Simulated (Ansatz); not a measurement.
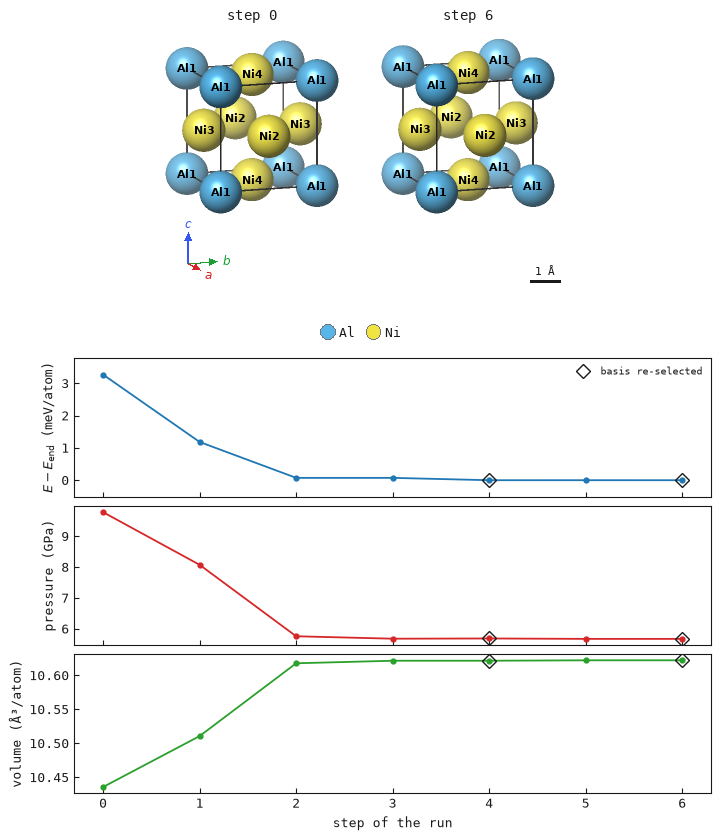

First and last geometry of a relaxation of crystalline AlNi3 (set up in P4/mmm), with the history of the run. The picture is a spheres-only view of the cell of the calculation, seen slightly off an axis.

Case: biaxial strain in the a-b plane of -3.0 %; c and atoms relaxed.

Level of theory: Ansatz, DFT PBEsol, scalar-relativistic, plane waves, PAW. (plane-wave cutoff 420 eV; k-point mesh 14 × 14 × 14; occupations gaussian; smearing width 0.1 eV; collinear spin; cell relaxed at fixed a, b, gamma; force threshold 0.008 eV/Å; at most 40 steps)

What do the curves and the structures tell?

It converged. The atoms keep their places relative to the cell (all moves are under 0.005 Å). Cell: a = b unchanged at 3.414 Å, c 3.582 → 3.646 Å (+1.8 %). Volume +1.8 %. Near-neighbour distances that change, for instance: Al1–Ni2 2.474 → 2.497 Å, Ni2–Ni4 2.474 → 2.497 Å. The space group stays P4/mmm (No. 123). After 4 accepted moves (6 points after the start) the energy has fallen by 3.3 meV per atom. All forces vanish by symmetry, so only the cell relaxes. The pressure goes from 9.78 to 5.67 GPa. At 2 points the geometry stayed and the basis and grid were re-selected for the new cell (energy shift of 0.1 meV per atom at most each time).

```tsv
step	E − E(0), meV/atom	pressure, GPa	volume, Å³/atom	note
0	0.00	9.78	10.436	
1	-2.08	8.07	10.511	
2	-3.20	5.76	10.618	
3	-3.20	5.68	10.622	
4	-3.27	5.69	10.622	same geometry, new basis
5	-3.27	5.67	10.622	
6	-3.27	5.67	10.622	same geometry, new basis
```
